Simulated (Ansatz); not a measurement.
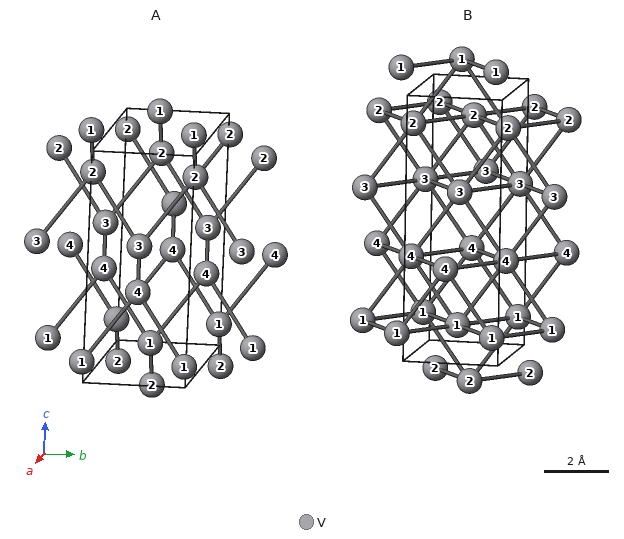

Two geometries of a crystal of V (built on the F_12 type) (coarse preliminary run), drawn at one scale. One is the start of a relaxation, the other its converged end. Style: ball-and-stick. Shown: the conventional cell (2 times the calculation's cell), slightly off an axis. Lengths and directions refer to the drawn axes.

All numbers below come from DFT PBE, scalar-relativistic, plane waves, PAW (Ansatz). Set-up: plane-wave cutoff 420 eV; k-point mesh 6 × 6 × 4; occupations gaussian; smearing width 0.1 eV; no spin polarisation; cell and atoms relaxed; force threshold 0.04 eV/Å; at most 70 steps.

Q: Which of the two is the end point?

A: Structure B is the relaxed one. Case: F type (C2/m, No. 12). The largest moves relative to the cell, 1.09 Å, are those of V3 and V4. V4 goes roughly along +a. The volume changes by −16.3 %, with a 5.507 → 4.190 Å (−23.9 %), b 3.284 → 3.039 Å (−7.5 %), c 7.293 → 8.475 Å (+16.2 %), β 102.2° → 89.8°. Near-neighbour distances that change, for instance: V1–V2 5.447 → 2.974 Å, V3–V4 5.445 → 2.985 Å, V1–V2 (another image) 1.442 → 2.986 Å, V3–V4 (another image) 1.448 → 2.974 Å. New bonds form: V1–V1 (3.21 → 2.59 Å), V1–V2 (another periodic image) (3.31 → 2.61 Å), V2–V2 (3.21 → 2.59 Å), V3–V3 (3.21 → 2.59 Å). Bonds break: V1–V2 (1.44 → 2.99 Å), V3–V4 (1.45 → 2.97 Å). The space group stays C2/m (No. 12). After 27 accepted moves (34 points after the start) the energy has fallen by 2776 meV per atom. Largest force component: 35 eV/Å at the start, 0.0008 eV/Å at the end. The pressure goes from 81.70 to 0.04 GPa. The line search rejected the trial steps at points 14, 23, 29, 30, 32 of the run. The SCF was repeated twice at an unchanged geometry on a basis and grid sized afresh for the cell, which shifted the energy by 3.4 meV per atom at most.
